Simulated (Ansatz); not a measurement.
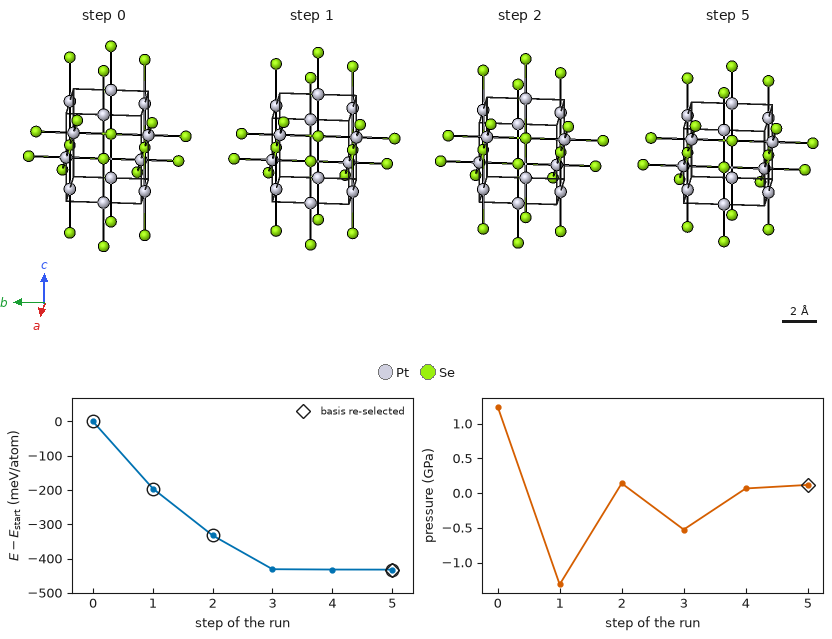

Frames of a relaxation of a crystal of Pt3Se2 (a generated structure, set up in P4/mmm) (coarse preliminary run), marked on the history of the run. The picture is a ball-and-stick view of the cell of the calculation, seen from a free direction.

Theory: Ansatz 0.2.0, DFT PBE, scalar-relativistic, plane waves, PAW. Set-up: plane-wave cutoff 420 eV; k-point mesh 4 × 4 × 4; occupations gaussian; smearing width 0.1 eV; no spin polarisation; cell and atoms relaxed; force threshold 0.04 eV/Å; at most 70 steps.

Describe the path.

Answer. The atoms keep their places relative to the cell (all moves are under 0.005 Å). The volume changes by −1.2 %, with a = b 4.538 → 4.902 Å (+8.0 %), c 5.603 → 4.744 Å (−15.3 %). Among the contacts that change: Pt–Se 2.802 → 2.372 Å, Pt–Se 2.269 → 2.451 Å. The space group stays P4/mmm (No. 123). After 4 accepted moves (5 points after the start) the energy has fallen by 432 meV per atom. All forces vanish by symmetry, so only the cell relaxes. The pressure goes from 1.24 to 0.12 GPa. The SCF was repeated once at an unchanged geometry on a basis and grid sized afresh for the cell, which shifted the energy by 0.2 meV per atom at most. From step 0 to 1: volume −0.6 %, energy −196 meV per atom. From step 1 to 2: volume −2.9 %, energy −137 meV per atom. From step 2 to 5: volume +2.4 %, energy −99.7 meV per atom.
